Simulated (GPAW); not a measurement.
**ZnS (P6_3mc): refractive index against wavelength**

The refractive index of ZnS (P6_3mc) along x below the direct gap (2.24 eV on the mesh) is read from one computed spectrum, n = √(Re ε). x, y and z are the Cartesian axes of the input cell.

It takes space group P6_3mc (No. 186, hexagonal). The conventional cell has a = 3.811 Å, b = 3.811 Å, c = 6.234 Å, α = 90.00°, β = 90.00°, γ = 120.00°. Around Zn on site b lie 4 S at 2.31 to 2.40 Å. S on site b has 4 Zn at 2.31 to 2.40 Å as nearest neighbours.

Method: GPAW 26.7.0, PBE, RPA, k-mesh 12×12×6, local fields up to 70 eV, Lorentzian half width 0.12 eV.

Launch of the response step: `OMP_NUM_THREADS=1 python df.py`. The run took 10.0 min, its band step included, on 1 thread of Arm Neoverse V1 (shared host).

```tsv
wavelength (nm)	photon energy E (eV)	n
3000	0.413	2.3487
2000	0.620	2.3555
1550	0.800	?
1310	0.946	2.3725
1064	1.165	2.3887
850	1.459	2.4181
```

In the single-oscillator model n² − 1 = E₀E_d/(E₀² − E²), so 1/(n² − 1) = E₀/E_d − E²/(E₀E_d) is linear in E².

Working, on the rows shown:

| x = E² (eV²) | y = 1/(n² − 1) |
| --- | --- |
| 0.170801 | 0.221416 |
| 0.384302 | 0.219858 |
| 0.895757 | 0.216041 |
| 1.35784 | 0.2125 |
| 2.12762 | 0.206304 |

Means: x̄ = 0.98727, ȳ = 0.21522. Σ(x − x̄)(y − ȳ) = -0.01911, Σ(x − x̄)² = 2.476. Slope = -0.01911 / 2.476 = -0.007715; intercept = ȳ − slope · x̄ = 0.22284. Turned back into n, the line misses the rows shown by at most 0.00063.

**Question.** Fill in the last column of the withheld row.

**Answer.** At x = 0.63984 the line gives y = 0.2179, that is 2.3641. The run gave 2.3639, so the interpolation is off by 0.00024, 0.3 % of the range in the table.

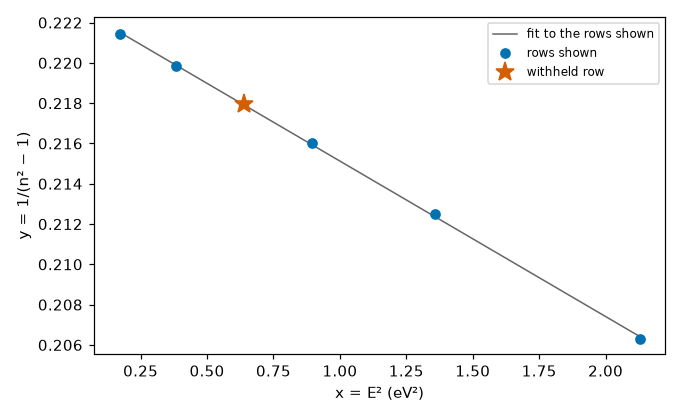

Refitted with all rows, the slope is -0.007722 and the intercept 0.22286. These give E₀ = √(intercept/−slope) = 5.37 eV and E_d = E₀/intercept = 24.1 eV; E₀ is 2.4 times the direct gap. The electronic limit at long wavelengths, without lattice vibrations, is n = √(1 + 1/intercept) = 2.342. The cell comes from an older database entry, whose edges can be off by a per cent or so. Excitons are left out; PBE gaps are as a rule too small. The values come from a sum over the points of one k-mesh and carry its error, which grows as the direct gap shrinks.

[Logs are printed without paths, hosts, clocks, repeated set-up lines and the standing remarks that a program may print on its own settings, such as how far it seeks lower states.]
